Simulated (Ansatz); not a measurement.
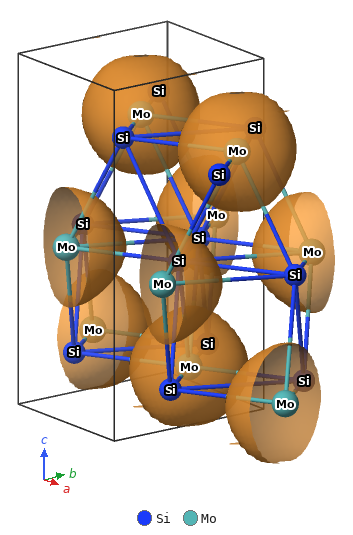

Figure 1: Si2Mo. Isosurface of the valence charge density (pseudo) at 0.5 e/Å³ (orange), seen slightly off an axis. Sticks mark near contacts.

Space group P6₂22; a structure from a database of computed crystals, not necessarily the ambient phase; computed without spin polarisation.

Theory: DFT PBEsol, scalar-relativistic, plane waves, PAW in Ansatz 0.2.0.

Core electrons are frozen (PAW), and the valence fields are smoothed inside the atomic spheres.

The calculation's input:

```
crystal:
  lattice:
    - [4.5854715599, 0.0, 0.0]
    - [-2.29273578, 3.9711348592, 0.0]
    - [0.0, 0.0, 6.5797601]
  atoms:
    - { symbol: Si, position: [0.16387298, 0.83612702, 0.83333333] }
    - { symbol: Si, position: [0.32774596, 0.16387298, 0.16666667] }
    - { symbol: Si, position: [0.83612702, 0.67225404, 0.5] }
    - { symbol: Si, position: [0.83612702, 0.16387298, 0.83333333] }
    - { symbol: Si, position: [0.67225404, 0.83612702, 0.16666667] }
    - { symbol: Si, position: [0.16387298, 0.32774596, 0.5] }
    - { symbol: Mo, position: [0.5, 0.0, 0.5] }
    - { symbol: Mo, position: [0.0, 0.5, 0.16666667] }
    - { symbol: Mo, position: [0.5, 0.5, 0.83333333] }
basis:
  ecutwfc: 420
kpoints:
  mp_grid: { grid: [12, 12, 6] }
hamiltonian:
  xc: pbesol
scf:
  occupations: { method: gaussian, width: 0.1 }
output:
  forces: true
  stress: true
  eigenvalues: true
  write_density: true
  write_potential: true
  elf: true
  volumetric_format: npy
relax:
  adjacent_minimum: "off"
  f_tol: 0.005
  max_steps: 80
  cell: { stress_tol: 0.05 }
```

Command:

```sh
ansatz run input.yaml --threads 2 --pin off --max-ram 5120MiB --backend cpu --events-out ev --progress --plain --runs-dir out
```

Below, planes, directions and counts refer to the conventional cell (a = 4.57 Å, b = 4.57 Å, c = 6.57 Å, α = 90.00°, β = 90.00°, γ = 120.00°).

The fields are those of the run's last geometry, not of the input's.

Which contacts does the surface bridge?

At this value the density breaks into separate islands; it holds about 50 % of the electrons treated as valence (semicore included). It bridges none of the near contacts. It is pinched off along the sampled Si–Si (2.55 Å), Si–Mo (2.56 Å), Si–Si (2.60 Å) and Si–Mo (2.63 Å) contacts. On the grid the lowest density along these lines, outside the cores, is 0.38 e/Å³ (Si–Si, 2.55 Å), 0.42 e/Å³ (Si–Mo, 2.56 Å), 0.34 e/Å³ (Si–Si, 2.60 Å) and 0.39 e/Å³ (Si–Mo, 2.63 Å).
